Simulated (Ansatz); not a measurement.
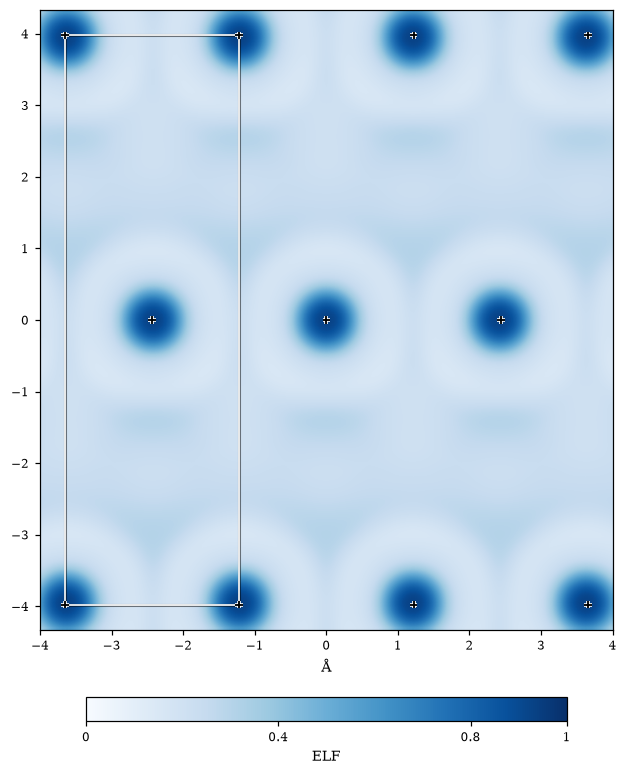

The electron localisation function on a plane through atoms (crosses mark nuclei in the plane).

Computed with Ansatz 0.2.0, Kohn-Sham DFT of a periodic cell, PBEsol, Ansatz PAW.

Candidates:
A. Cu, a = 2.44 Å, b = 7.95 Å, c = 2.48 Å, α = 90.00°, β = 90.00°, γ = 90.00°. Space group Cmcm; a structure from a database of computed crystals, not necessarily the ambient phase.
B. Ti, a = 4.05 Å, b = 4.05 Å, c = 4.05 Å, α = 90.00°, β = 90.00°, γ = 90.00°. Space group Fm-3m.

Which system is this?

Answer. Candidate A: Cu on the (001) plane of the conventional cell, which holds Cu. Cu–Cu (2.44 Å): the ELF is about 0.20 at the midpoint: no localised pair shows between them.
